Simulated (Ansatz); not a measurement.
System: Sc, space group Fm-3m (No. 225).

Structure:
```yaml
crystal:
  lattice:
    - [0.00000, 2.27050, 2.27050]
    - [2.27050, 0.00000, 2.27050]
    - [2.27050, 2.27050, 0.00000]
  atoms:
    - { symbol: Sc, position: [0.00000, 0.00000, 0.00000] }
```

Calculation (Ansatz 0.2.0): homogeneous strain of a crystal along one Voigt pattern with engineering shear, fractional coordinates fixed, by plane-wave density functional theory with PAW datasets, free energies less that of the undisturbed cell; scalar-relativistic. Level: PBEsol, no spin polarisation.

```
       setting                                                          value
   wave cutoff                                                         420 eV
        k mesh                                                       18×18×18
   occupations                                                       Gaussian
smearing width                                                        0.15 eV
       k shift                                         (0, 0, 0) (mesh steps)
         start                                                       as given
strain pattern  (1, 0, 0, 0, 0, 0) (xx yy zz yz xz xy with engineering shear)
```

Predict the energy change and tensile stress summed over the strain pattern against strain. The strain takes the values −0.0600, −0.0450, −0.0300, −0.0150, 0.0000, 0.0150, 0.0300, 0.0450, 0.0525, 0.0600.

The energy change is 24.89 meV/atom at strain −0.0600 and 14.68 meV/atom at 0.0600; the lowest computed point is at strain 0.0000 (0.00 meV/atom). The tensile stress summed over the strain pattern rises from −5.357 GPa at strain −0.0600 to 3.707 GPa at 0.0600, and changes sign near 0.006. The slope of stress against strain at the start, which at zero pressure is the clamped-ion constant C11, is 74.9 GPa. The second derivative of tensile stress is −200 GPa.

```tsv
strain	energy change (meV/atom)	tensile stress summed over the strain pattern (GPa)
-0.0600	24.89	-5.357
-0.0450	14.59	-4.050
-0.0300	7.09	-2.803
-0.0150	2.26	-1.609
0.0000	0.00	-0.462
0.0150	0.20	0.641
0.0300	2.78	1.702
0.0450	7.63	2.723
0.0525	10.89	3.219
0.0600	14.68	3.707
```

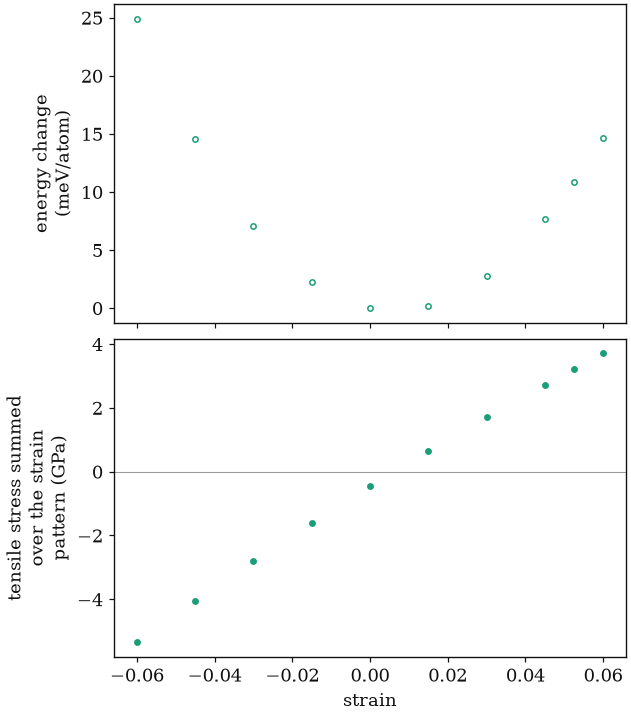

Limits of the calculation: reference crystal is not relaxed.
